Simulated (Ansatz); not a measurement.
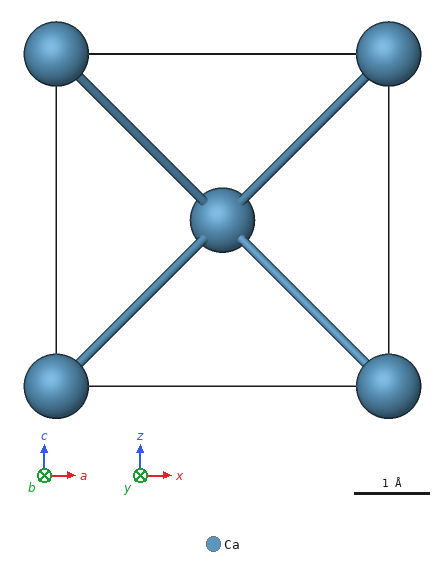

A scan of crystalline Ca (Im-3m): the cell is strained equally along x and y and separately along z, with the atoms kept at their fractional coordinates. x, y and z are the Cartesian axes of the input. The picture shows the reference cell. Style: ball-and-stick. Shown: the conventional cell (2 times the calculation's cell), repeated 1 × 2 × 1 with one cell outlined, along the b axis. Lengths and directions refer to the drawn axes.

Level of theory: DFT PBEsol, scalar-relativistic, plane waves, PAW (Ansatz). (plane-wave cutoff 420 eV; k-point mesh 16 × 16 × 16; occupations gaussian; smearing width 0.15 eV; no spin polarisation). Energies (free energies at the smearing named) are counted from the cell as listed in its source, which wasn't relaxed.

Input file:
```yaml
crystal:
  lattice:
    - [-2.24, 2.24, 2.24]
    - [2.24, -2.24, 2.24]
    - [2.24, 2.24, -2.24]
  atoms:
    - { symbol: Ca, position: [0.0, 0.0, 0.0] }
basis:
  ecutwfc: 420
kpoints:
  mp_grid: { grid: [16, 16, 16] }
hamiltonian:
  xc: pbesol
scf:
  occupations: { method: gaussian, width: 0.15 }
output:
  forces: true
  stress: true
  eigenvalues: true
```

Launched with:
```bash
ansatz run input.yaml --threads 1 --pin off --max-ram 2560MiB --backend cpu --events-out ev --progress --plain --runs-dir out
```

Question: Predict the energy profile on a grid with rows −0.030, −0.015, 0.000, 0.015, 0.030 and columns −0.030, −0.015, 0.000, 0.015, 0.030 (strain along x and y; strain along z).

Answer: Rows: strain along x and y; columns: strain along z; values in meV/atom.

|  | −0.030 | −0.015 | 0.000 | 0.015 | 0.030 |
| --- | --- | --- | --- | --- | --- |
| −0.030 | −23.0 | −21.5 | −19.3 | −16.2 | −12.5 |
| −0.015 | −19.1 | −15.6 | −11.4 | −6.4 | −0.7 |
| 0.000 | −11.5 | −6.1 | 0.0 | 6.9 | 14.4 |
| 0.015 | −0.3 | 6.7 | 14.6 | 23.2 | 32.5 |
| 0.030 | 14.2 | 22.8 | 32.3 | 42.5 | 53.3 |

In pairs of (strain along x and y; strain along z): the lowest computed point lies at (−0.030, −0.030) (−23.0 meV/atom), the highest at (0.030, 0.030) (53.3 meV/atom). It lies on the edge of the grid, so the true minimum may be outside the range scanned. The pressure runs from −2.5 GPa at (0.030, 0.030) to −0.2 GPa at (−0.030, −0.030).

As a map, interpolated between the computed points (dots):

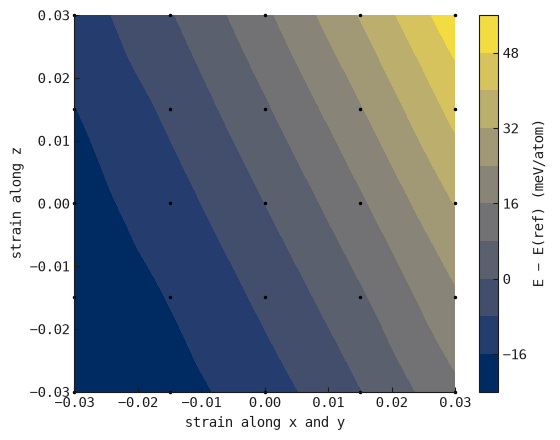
